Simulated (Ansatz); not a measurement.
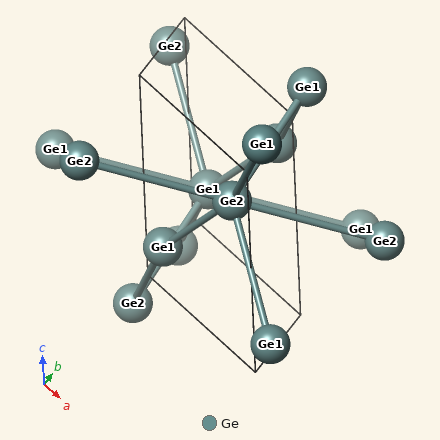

The system is Ge (Imma, No. 74; 2 atoms in the cell); the picture shows the reference structure. The cell is strained homogeneously, by one strain along x and y and another along z, with fractional coordinates fixed (x along [1 0 0], z along [0 0 1] of the conventional cell). The first coordinate is: strain along x and y; the second: strain along z. The scan uses a 5 × 5 grid. Points are written as (first, second). Energies: meV/atom, counted from the unstrained cell. The reference cell is the one listed in the database, not relaxed at this level. The calculation used Ansatz 0.2.0, DFT PBEsol, scalar-relativistic, plane waves, PAW. Settings: cutoff 420 eV, k-mesh 20×20×20, gaussian smearing 0.15 eV, no spin polarisation.

Its coordinates:

```xyz
2
Lattice="-2.4959 2.6509 1.4369 2.4959 -2.6509 1.4369 2.4959 2.6509 -1.4369" Properties=species:S:1:pos:R:3 pbc="T T T"
Ge    2.4959   -1.3254    1.2529
Ge    0.0000    3.9763    0.1841
```

Range: strain along x and y from −3.0 to 3.0 %; strain along z from −3.0 to 3.0 %.

Question: Predict the map.

Answer: The lowest grid point is at (−1.5 %, −1.5 %), −4.8 meV/atom from the unstrained cell. It is the only kind of minimum in the scanned range. The highest grid point, (3.0 %, 3.0 %), lies 61.2 meV/atom above the lowest.

| strain along z ↓, strain along x and y → | −3.0 | −1.5 | 0.0 | 1.5 | 3.0 |
| --- | --- | --- | --- | --- | --- |
| 3.0 | 4.0 | 4.0 | 13.6 | 31.5 | 56.4 |
| 1.5 | 1.2 | −1.5 | 5.7 | 21.2 | 43.8 |
| 0.0 | 0.9 | −4.5 | 0.0 | 13.0 | 33.1 |
| −1.5 | 3.6 | −4.8 | −3.1 | 7.2 | 24.7 |
| −3.0 | 9.7 | −1.8 | −3.1 | 4.2 | 19.1 |

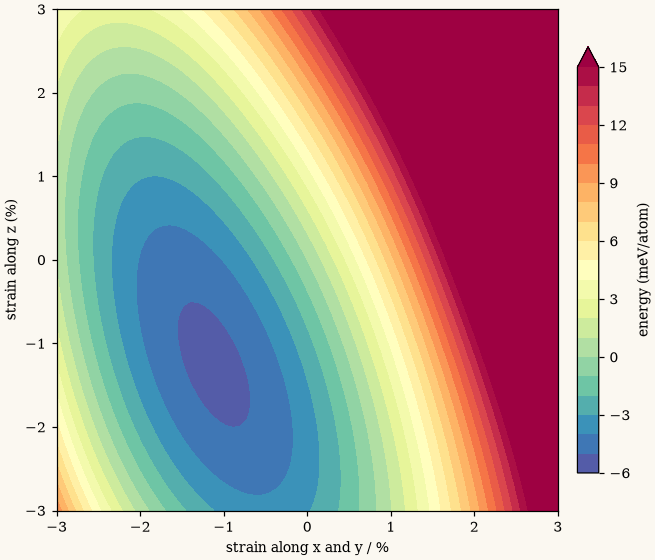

The picture shows filled contours, one colour for all values above the top of the scale. Between grid points the surface is interpolated.
